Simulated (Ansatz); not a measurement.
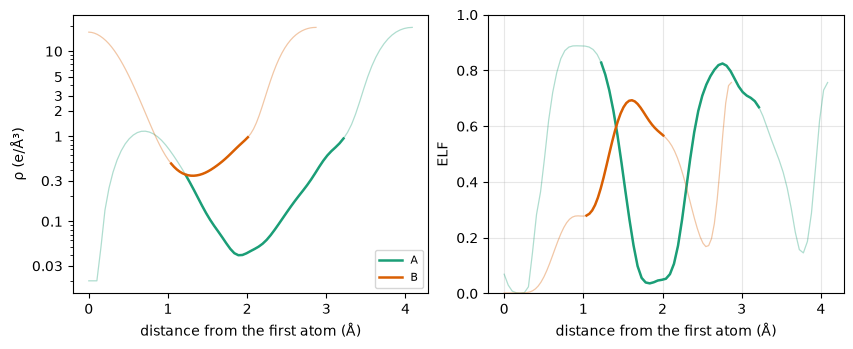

Cs2SnI6. Valence pseudo-density and ELF along straight lines between neighbouring atoms. Thin, pale parts lie inside the atomic spheres.

Space group Fm-3m.

These are results of DFT PBEsol, scalar-relativistic, plane waves, PAW in Ansatz 0.2.0, not measurements.

The density is the valence pseudo-density of a PAW calculation; it isn't the true density close to the nuclei.

```
Cs Sn I
1.0
    11.55483    0.00000    0.00000
     0.00000   11.55483    0.00000
     0.00000    0.00000   11.55483
Cs Sn I
8 4 24
Direct
  0.25000 0.25000 0.25000
  0.75000 0.75000 0.25000
  0.75000 0.25000 0.75000
  0.25000 0.75000 0.75000
  0.75000 0.25000 0.25000
  0.25000 0.75000 0.25000
  0.25000 0.25000 0.75000
  0.75000 0.75000 0.75000
  0.00000 0.00000 0.00000
  0.50000 0.50000 0.00000
  0.50000 0.00000 0.50000
  0.00000 0.50000 0.50000
  0.24835 0.00000 0.00000
  0.74835 0.50000 0.00000
  0.74835 0.00000 0.50000
  0.24835 0.50000 0.50000
  0.00000 0.24835 0.00000
  0.50000 0.74835 0.00000
  0.50000 0.24835 0.50000
  0.00000 0.74835 0.50000
  0.75165 0.00000 0.00000
  0.25165 0.50000 0.00000
  0.25165 0.00000 0.50000
  0.75165 0.50000 0.50000
  0.50000 0.25165 0.00000
  0.00000 0.75165 0.00000
  0.00000 0.25165 0.50000
  0.50000 0.75165 0.50000
  0.00000 0.00000 0.24835
  0.50000 0.50000 0.24835
  0.50000 0.00000 0.74835
  0.00000 0.50000 0.74835
  0.50000 0.00000 0.25165
  0.00000 0.50000 0.25165
  0.00000 0.00000 0.75165
  0.50000 0.50000 0.75165
```

> Which curve belongs to which contact (Cs–I and Sn–I)? The first atom named is at distance zero.

Curve A: Cs–I (4.09 Å): ρ at the midpoint is about 0.04 e/Å³; the ELF peaks at about 0.85 in the valence shell of I, 1.3 Å from its nucleus, and drops to about 0.05 between the two atoms: no shared electron pair shows on this line. Curve B: Sn–I (2.87 Å): ρ is about 0.36 e/Å³ halfway; the ELF peaks at about 0.70 in the valence shell of I, 1.3 Å from its nucleus, and is about 0.60 at the midpoint.
